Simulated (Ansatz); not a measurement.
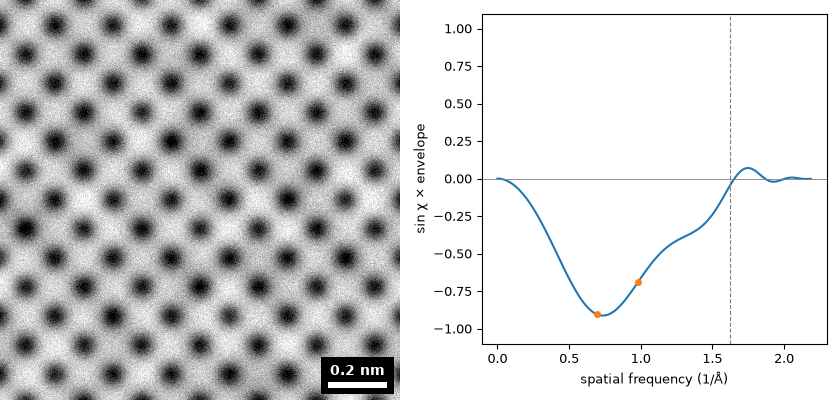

Phase-contrast TEM-like image of B (Fd-3m, No. 227) along [001]. Simulated in the weak-phase-object approximation with neutral-atom potentials: 300 kV, Cs = 10 µm, defocus −53 Å (negative is underfocus), defocus spread 12 Å, aperture 1.62 1/Å. Shot noise and the speckle of an amorphous layer were added. Structure used: the geometry given to an electronic-structure calculation, possibly off equilibrium; the starting structure was generated, so it need not be a known form of this composition.

The plot gives the contrast transfer function, the aperture (dashed) and the crystal's spatial frequencies that carry visible contrast (dots).

Q: What point resolution do these settings give, and which lattice spacings pass?

A: About 0.6 Å (0.66 |Cs|^(1/4) λ^(3/4) with λ = 0.0197 Å). The spacings that carry visible contrast are {220} at 1.44 Å, {400} at 1.02 Å.

Q: Do the atom columns appear dark or bright, and why?

A: Dark. With positive Cs and underfocus sin χ is negative over the pass band, so the strongest columns (B) come out darker than the background.
